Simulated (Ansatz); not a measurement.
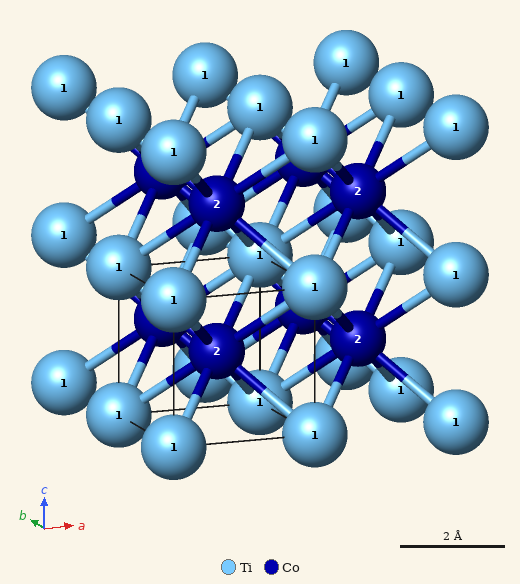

This is a crystal of TiCo (set up in Pm-3m). Style: ball-and-stick. Shown: the cell of the calculation, repeated 2 × 2 × 2 with one cell outlined, slightly off an axis.

Level of theory: DFT PBEsol, scalar-relativistic, plane waves, PAW (Ansatz 0.2.0). Set-up: plane-wave cutoff 420 eV; occupations gaussian; smearing width 0.1 eV; collinear spin. The k-mesh is chosen for each cell (14×14×14, 16×16×16).

Now this is done to it. The crystal is put under a hydrostatic pressure of 50 GPa. Cell and atoms are relaxed at that pressure.

Predict the response.

The energy rises by 283 meV per atom. (The two runs use different k-meshes.) The pressure goes from 0.0 to 50.0 GPa. The absolute magnetisation per cell goes from 0.76 to 0.00 μB (net moment 0.65 and 0.00 μB). Both are metals. Cell: a = b = c 2.939 → 2.764 Å (−5.9 %). Volume −16.8 %. No atom moves by more than 0.005 Å relative to the cell. Near-neighbour distances before and after: Co–Ti 2.545 → 2.394 Å. The space group stays Pm-3m (No. 221).

The changed structure in the same view:

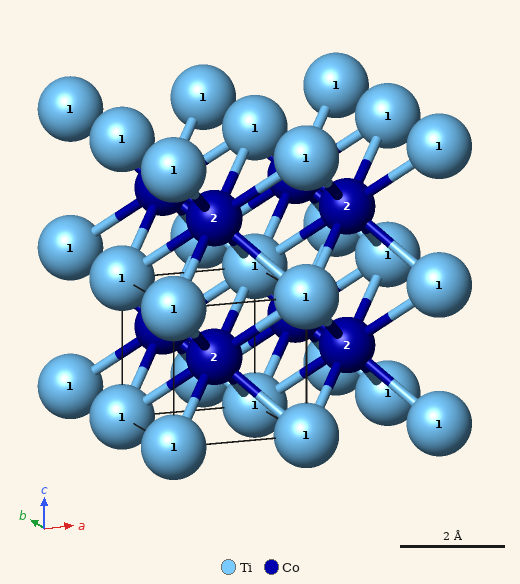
